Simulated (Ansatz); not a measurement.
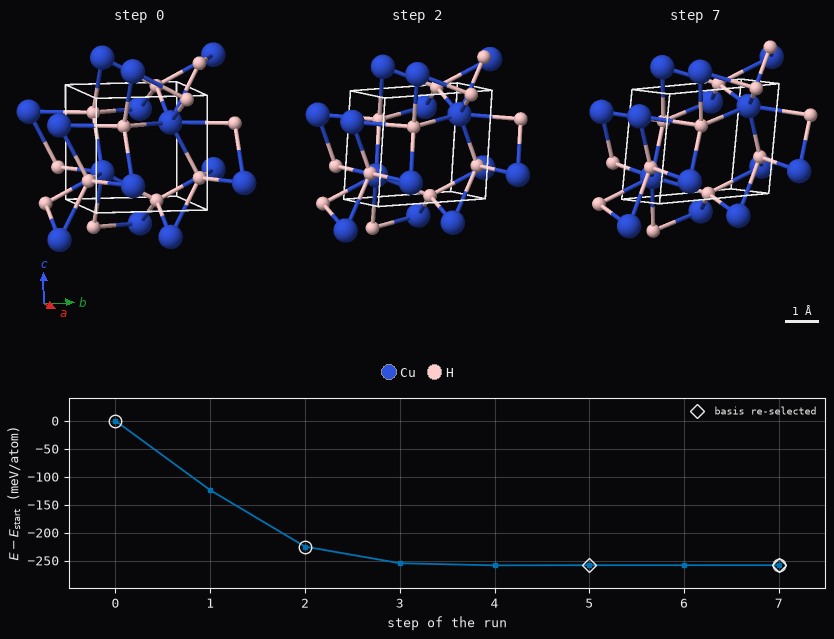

Frames of a relaxation of crystalline Cu₂H₃ (a generated structure, set up in R32) (coarse preliminary run), marked on the history of the run. The picture is a ball-and-stick view of the cell of the calculation, seen slightly off an axis.

These are results of DFT PBE, scalar-relativistic, plane waves, PAW (Ansatz 0.2.0), not measurements.

The input:
```yaml
crystal:
  lattice:
    - [2.48357479, 1.43389257, 2.00557427]
    - [-2.48357479, 1.43389257, 2.00557427]
    - [0.0, -2.86778514, 2.00557427]
  atoms:
    - { symbol: Cu, position: [0.25999999, 0.25999999, 0.25999999] }
    - { symbol: Cu, position: [0.74000001, 0.74000001, 0.74000001] }
    - { symbol: H, position: [0.0, 0.25, 0.75] }
    - { symbol: H, position: [0.75, 0.0, 0.25] }
    - { symbol: H, position: [0.25, 0.75, 0.0] }
basis:
  ecutwfc: 420
kpoints:
  mp_grid: { grid: [6, 6, 6] }
hamiltonian:
  xc: pbe
scf:
  occupations: { method: gaussian, width: 0.1 }
  lower_state_search: "off"
output:
  forces: true
  stress: true
  eigenvalues: true
relax:
  adjacent_minimum: "off"
  f_tol: 0.04
  max_steps: 70
  cell: { stress_tol: 0.4 }
```

Run as
```bash
ansatz run input.yaml --threads 1 --pin off --max-ram 2560MiB --backend cpu --events-out ev --progress --plain --runs-dir out
```

Question: What happens along the run?

Answer: The largest moves relative to the cell, 0.45 Å, are those of Cu1 and Cu2. Cu1 goes along [−1 −1 −1]. Largest moves by element: Cu 0.45 Å, H 0.30 Å. Cell: a = b = c 3.500 → 3.391 Å (−3.1 %), α 90.4° → 81.4°, β 90.4° → 81.4°, γ 90.4° → 81.4°. Volume −11.8 %. Near-neighbour distances that change, for instance: Cu1–Cu2 3.129 → 2.586 Å, Cu1–Cu2 (another image) 3.080 → 2.578 Å, Cu1–H3 1.948 → 1.776 Å, Cu1–H3 (another image) 1.997 → 1.912 Å. Among the angles between lasting bonds that change: Cu1–H3–Cu2 100.8° → 126.3°, H3–Cu1–H4 115.0° → 94.7°, H3–Cu1–H4 112.1° → 130.5°. The space group stays R32 (No. 155). After 5 accepted moves (7 points after the start) the energy has fallen by 258 meV per atom. The largest force component goes from 0.73 to 0.0062 eV/Å. The pressure goes from −12.84 to −0.01 GPa. At 2 points the geometry stayed and the basis and grid were re-selected for the new cell (energy shift of 0.3 meV per atom at most each time). From step 0 to 2: Cu atoms move most (0.26 Å), volume −14.6 %, energy −225 meV per atom. From step 2 to 7: Cu atoms move most (0.18 Å), volume +3.2 %, energy −33.3 meV per atom.
